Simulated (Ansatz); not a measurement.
```yaml
crystal:
  lattice:
    - [3.68901, 0.00000, 0.00000]
    - [0.00000, 3.68901, 0.00000]
    - [0.00000, 0.00000, 3.68901]
  atoms:
    - { symbol: Rh, position: [0.00000, 0.00000, 0.00000] }
    - { symbol: Rh, position: [0.50000, 0.50000, 0.00000] }
    - { symbol: Rh, position: [0.50000, 0.00000, 0.50000] }
    - { symbol: Rh, position: [0.00000, 0.50000, 0.50000] }
```

Space group Fm-3m; changed on purpose from its base cell (strain -0.030 along x and y, -0.030 along z, atoms carried along); computed pressure about 26 GPa in this cell; computed without spin polarisation.

Level of theory: Ansatz, DFT PBEsol, scalar-relativistic, plane waves, PAW.

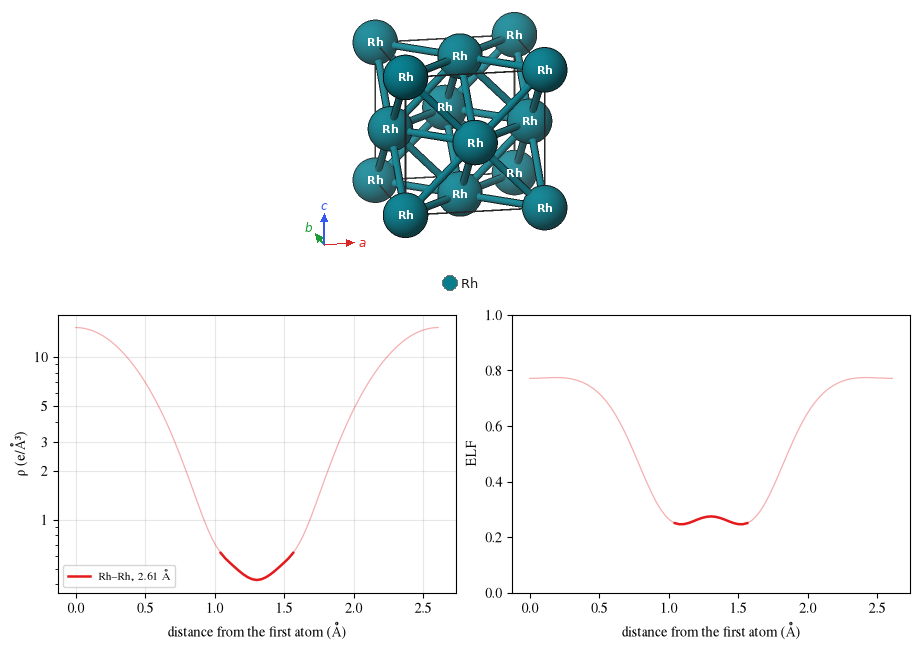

Rh. Valence electron density and ELF along straight lines between neighbouring atoms. Thin, pale parts lie inside the atomic spheres. The structure is drawn too.

Core electrons are frozen (PAW), and the valence fields are smoothed inside the atomic spheres.

Question: What can be read from the curves?

Answer: Rh–Rh (2.61 Å): ρ at the midpoint is about 0.43 e/Å³; the ELF is about 0.25 at the midpoint: no localised pair shows between them.
